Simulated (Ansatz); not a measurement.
**Ca: density, localisation and related maps**

```xyz
1
Lattice="3.6120 0.0000 0.0000 0.0000 3.6120 0.0000 0.0000 0.0000 3.6120" Properties=species:S:1:pos:R:3 pbc="T T T"
Ca    0.0000    0.0000    0.0000
```

Space group Pm-3m; set up as Ca, simple cubic; a generated structure, not necessarily the stable one; changed on purpose from its base cell (volume × 1.0).

Computed with Ansatz, DFT, RPBE, plane waves (420 eV) with PAW, scalar-relativistic.

Core electrons are frozen (PAW), and the valence fields are smoothed inside the atomic spheres.

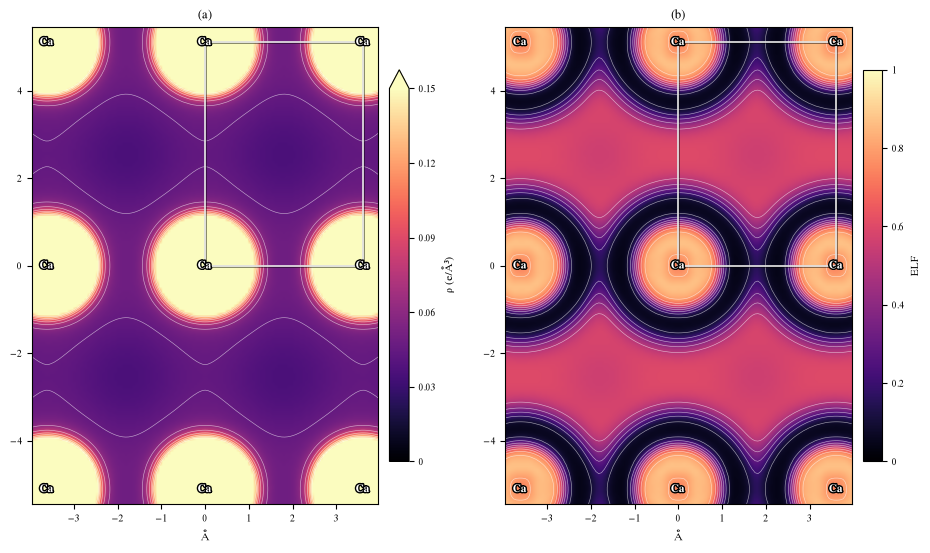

Figure 1. (a) valence electron density; (b) electron localisation function on the (110) plane of the conventional cell.

Q: What does the map show?

A: Atoms in the plane: Ca.
Ca–Ca (3.61 Å): the density is about 0.05 e/Å³ at the midpoint; the ELF is about 0.15 at the midpoint: no shared electron pair shows on this line.
Between the atoms the lowest density in this plane is 0.04 e/Å³.
The features right at Ca lie inside the PAW spheres, where the map follows smoothed inner orbitals and isn't to be read closely.

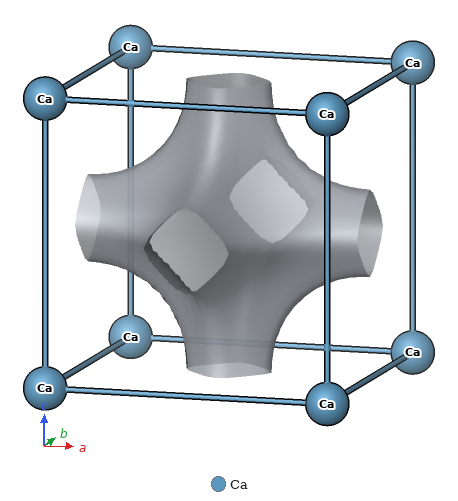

Figure 2. Isosurface of the ELF at 0.55 (grey), seen slightly off an axis. Only the valence region is drawn (cores and ρ < 0.01 e/Å³ removed). Sticks mark near contacts.

Q: What do the ELF domains correspond to?

A: The surface consists of one network that runs through the whole crystal, counted in one cell of 1 atoms. Any copies at cell faces, edges or corners count once. There are no localised bonds or lone pairs at this value.

Q: Does the calculation give a band gap?

A: It is gapless in this calculation (a metal or semimetal).
